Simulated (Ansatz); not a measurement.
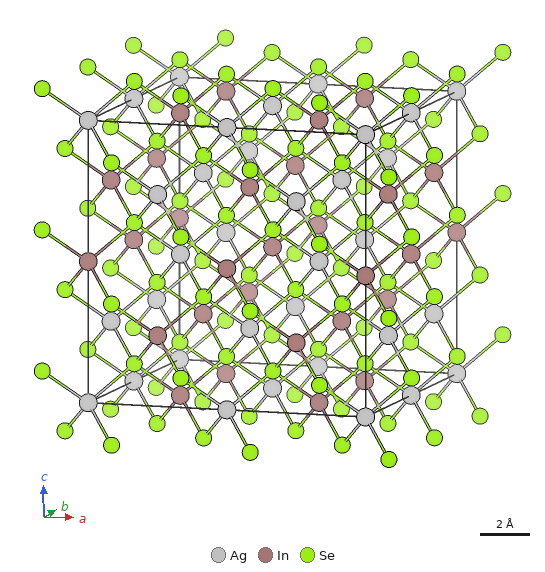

Starting structure of a crystal of Ag₁₆In₁₆Se₃₂ (a generated structure, set up in I-42d). The picture is a ball-and-stick view of the cell of the calculation, seen slightly off an axis.

All numbers below come from DFT, HSE06, PAW, plane waves (Ansatz 0.2.0).

Settings: plane-wave cutoff 420 eV; k-point mesh 1 × 1 × 1; mesh shifted by (0.25, 0.25, 0.25); no spin polarisation; atoms relaxed in a fixed cell; force threshold 0.03 eV/Å; at most 80 steps.

```
Ag In Se
1.0
    12.12644   -0.00038   -0.00006
    -0.00038   12.12644   -0.00006
    -0.00006   -0.00006   11.87533
Ag In Se
16 16 32
Direct
  0.00000 0.00000 0.00000
  0.00000 0.50000 0.00000
  0.50000 0.00000 0.00000
  0.50000 0.50000 0.00000
  0.00000 0.25000 0.24999
  0.00000 0.75000 0.24999
  0.50000 0.25000 0.24999
  0.50000 0.75000 0.24999
  0.25000 0.00000 0.74999
  0.24999 0.50000 0.74999
  0.74999 0.00000 0.74999
  0.74999 0.50000 0.74999
  0.25000 0.25000 0.49999
  0.25000 0.75000 0.49999
  0.75000 0.25000 0.49999
  0.75000 0.75000 0.49999
  0.00000 0.00000 0.50000
  0.00000 0.50000 0.50000
  0.50000 0.00000 0.50000
  0.50000 0.50000 0.50000
  0.25000 0.00000 0.25000
  0.25000 0.50000 0.25000
  0.75000 0.00000 0.25000
  0.75000 0.50000 0.25000
  0.25000 0.25000 0.00000
  0.25000 0.75000 0.00000
  0.75000 0.25000 0.00000
  0.75000 0.75000 0.00000
  0.00000 0.25000 0.75000
  0.00000 0.75000 0.75000
  0.50000 0.25000 0.75000
  0.50000 0.75000 0.75000
  0.12485 0.12500 0.12501
  0.12485 0.62500 0.12501
  0.62485 0.12500 0.12501
  0.62485 0.62500 0.12501
  0.12515 0.12500 0.62500
  0.12515 0.62500 0.62500
  0.62515 0.12500 0.62500
  0.62515 0.62500 0.62500
  0.37515 0.37501 0.12500
  0.37515 0.87500 0.12500
  0.87515 0.37501 0.12500
  0.87515 0.87500 0.12500
  0.37500 0.12515 0.37500
  0.37500 0.62515 0.37500
  0.87500 0.12515 0.37500
  0.87500 0.62515 0.37500
  0.12500 0.37485 0.37501
  0.12500 0.87485 0.37501
  0.62500 0.37485 0.37501
  0.62500 0.87485 0.37501
  0.12500 0.37515 0.87500
  0.12500 0.87515 0.87500
  0.62500 0.37515 0.87500
  0.62500 0.87515 0.87500
  0.37485 0.37500 0.62501
  0.37485 0.87500 0.62501
  0.87485 0.37500 0.62501
  0.87485 0.87500 0.62501
  0.37500 0.12485 0.87501
  0.37500 0.62485 0.87501
  0.87500 0.12485 0.87501
  0.87500 0.62485 0.87501
```

> What does the optimiser find from here?

The largest moves, 0.046 Å, are those of 16 atoms (Se37, Se38, Se39, Se40 and others). Se44 goes along −a. By element the largest moves are Se 0.046 Å, Ag 0.006 Å, In 0.003 Å. The cell stays as it was. Near-neighbour distances that change, for instance: In17–Se37 2.608 → 2.578 Å, Ag10–Se38 2.606 → 2.636 Å, Ag10–Se62 2.606 → 2.623 Å. Within 0.06 Å the space group is I-42d at the start and I-42d at the end; at a tighter tolerance small leftover displacements or strains of the cell lower it. After 3 geometry steps the energy has fallen by 4.5 meV per atom. Largest force component: 0.41 eV/Å at the start, 0.012 eV/Å at the end. The run took 74 s on 1 × NVIDIA GB200 with 8 threads of Arm Neoverse-V2, peak memory 6.4 GiB.

Step by step:

```tsv
step	E − E(0), meV/atom	largest force component, eV/Å
0	0.00	0.4142
1	-3.42	0.2000
2	-4.49	0.0117
3	-4.49	0.0117
```
